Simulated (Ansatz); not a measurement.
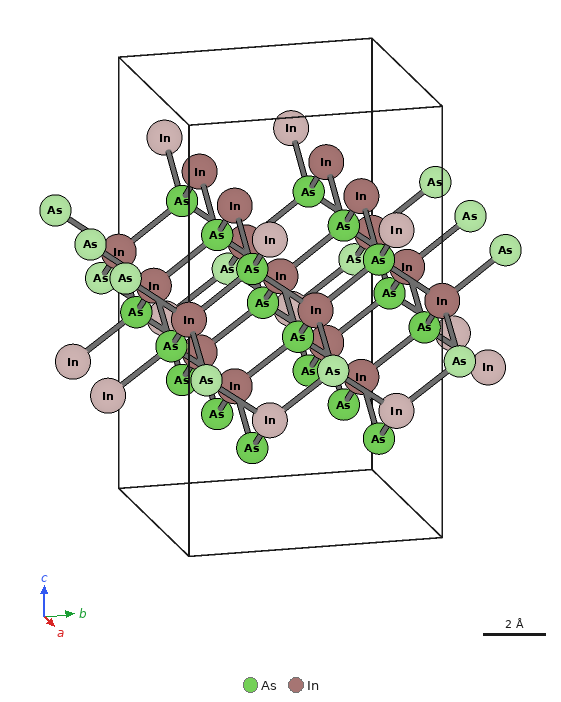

Figure 1. The structure (ball-and-stick view of the 2 × 2 repeat of the cell, with the vacuum cut short, seen slightly off an axis; neighbours outside the cell are drawn fainter).

**InAs: single-point calculation**

InAs (slab, 6 atoms in the cell), set up with DFT, PBEsol, plane waves, PAW (Ansatz 0.2.0).

The structure derives from an entry of the Crystallography Open Database.

**Input file**
```yaml
crystal:
  lattice:
    - [4.3044884341, 0.0, 0.0]
    - [0.0, 4.3044884341, 0.0]
    - [0.0, 0.0, 24.6093324032]
  atoms:
    - { symbol: As, position: [0.0, 0.5, 0.3453974233] }
    - { symbol: In, position: [0.5, 0.5, 0.407238454] }
    - { symbol: As, position: [0.5, 0.0, 0.4690794847] }
    - { symbol: In, position: [0.0, 0.0, 0.5292146526] }
    - { symbol: As, position: [0.0, 0.5, 0.5927592987] }
    - { symbol: In, position: [0.5, 0.5, 0.6568482423] }
basis:
  ecutwfc: 420
kpoints:
  mp_grid: { grid: [7, 7, 1] }
hamiltonian:
  xc: pbesol
scf:
  max_iter: 60
output:
  forces: true
  eigenvalues: true
efield:
  axis: 3
  dipole_correction: true
  ramp_width: 0.04
```

Run on 2 threads of Arm Neoverse N1, 24 GiB of memory available, shared host.

Command:
```bash
ansatz run input.yaml --threads 2 --pin off --max-ram 5120MiB --backend cpu --events-out ev --progress --plain --runs-dir out
```

**Log**
```
Error: YAML parse error: `scf.occupations.method` is required: fixed only where the cell keeps a band gap throughout the run, explicit beside scf.occupations.values (under evaluate: without them), else a smearing such as fermi_dirac (scf.occupations.width is optional; its entry in the input reference gives the default)
```

**What the run reported**

| quantity | value |
| --- | --- |
| outcome | refused by the program |

**Diagnosis**

A setting was made wrong on purpose: no occupation method (`scf.occupations`). The program refused the input: “YAML parse error: `scf.occupations.method` is required: fixed only where the cell keeps a band gap throughout the run, explicit beside scf.occupations.values (under evaluate: without them), else a smearing such as fermi_dirac (scf.occupations.width is optional; its entry in the input reference gives the default)”
